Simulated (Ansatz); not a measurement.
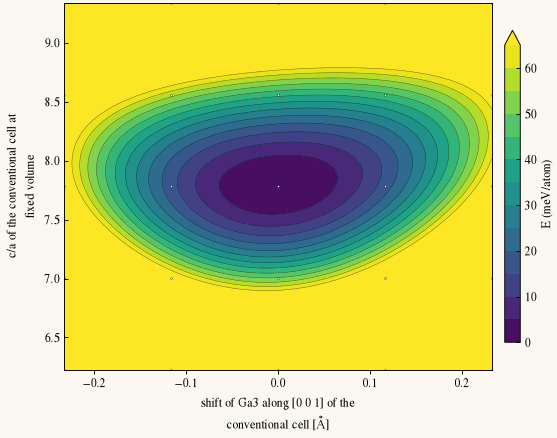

ZnInGaO4 (R3m, No. 160; 7 atoms in the cell). 
- The energy is mapped over a free internal coordinate and the cell.
- Coordinates scanned: (1) shift of Ga3 along [0 0 1] of the conventional cell, Cartesian (0 0 −1), its symmetry partners moved as symmetry demands (measured in the relaxed cell); (2) c/a of the conventional cell at fixed volume.
- Nothing is relaxed (all other coordinates fixed).
- The grid has 5 × 5 points.
- Points are written as (first, second).
- Energies are in meV/atom, from the lowest grid point.
- The band gap closes in part of the range.
- Computed with Ansatz 0.2.0, DFT PBE, scalar-relativistic, plane waves, PAW. Settings: cutoff 520 eV, k-mesh 9×9×9, gaussian smearing 0.05 eV, no spin polarisation.

In the figure: filled contours, dots at the grid points, one colour for all values above the top of the scale. Between grid points the surface is interpolated.

Estimate the position of the minimum and the force constants in these coordinates.

Answer. The interpolated minimum is at the first coordinate ≈ 0.000 Å, the second coordinate ≈ 7.78. The curvatures there are about 17 eV/Å² and 1 eV, with a cross term of about −0.49 eV/Å (per cell of 7 atoms). Round the minimum the two coordinates are weakly coupled (coupling −0.12 in units of the two stiffnesses).

PAW datasets: the set soft_1.
